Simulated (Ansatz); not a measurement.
CdS

Input

```
crystal:
  lattice:
    - [4.0218214994, 0.0, 0.0]
    - [0.0, 5.6060692027, 0.0]
    - [0.0, 0.0, 3.9609804175]
  atoms:
    - { symbol: Cd, position: [0.5, 0.5, 0.3337221231] }
    - { symbol: Cd, position: [0.0, 0.0, 0.6662778769] }
    - { symbol: S, position: [0.5, 0.0, 0.2558610189] }
    - { symbol: S, position: [0.0, 0.5, 0.7441389811] }
basis:
  ecutwfc: 420
kpoints:
  mp_grid: { grid: [10, 8, 10] }
hamiltonian:
  xc: pbe
scf:
  occupations: { method: gaussian, width: 0.05 }
output:
  forces: true
  stress: true
  eigenvalues: true
  populations: true
  write_density: true
  write_potential: true
  elf: true
  volumetric_format: npy
```

Run with:

```sh
ansatz run input.yaml --threads 1 --pin off --max-ram 1331MiB --backend cpu --events-out ev --progress --plain --runs-dir out
```

Below, planes, directions and counts refer to the conventional cell (a = 4.02 Å, b = 5.61 Å, c = 3.96 Å, α = 90.00°, β = 90.00°, γ = 90.00°).

Space group Pmmn; a structure from a database of computed crystals, not necessarily the ambient phase; changed on purpose from its base cell (strained and moved within the space group); not relaxed (largest force 0.4 eV/Å).

These are results of DFT PBE, scalar-relativistic, plane waves, PAW (Ansatz), not measurements.

Predict the valence pseudo-density and electron localisation function between the atoms.

Answer. Cd–S (2.82 Å): the density is about 0.24 e/Å³ at the midpoint; the ELF peaks at about 0.85 in the valence shell of S, 0.8 Å from its nucleus, and drops to about 0.15 between the two atoms.

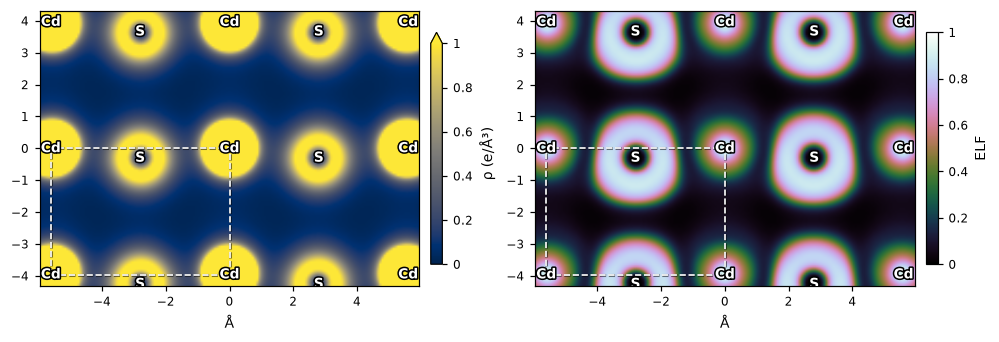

Computed valence pseudo-density and electron localisation function on the (100) plane of the conventional cell, in this order. 
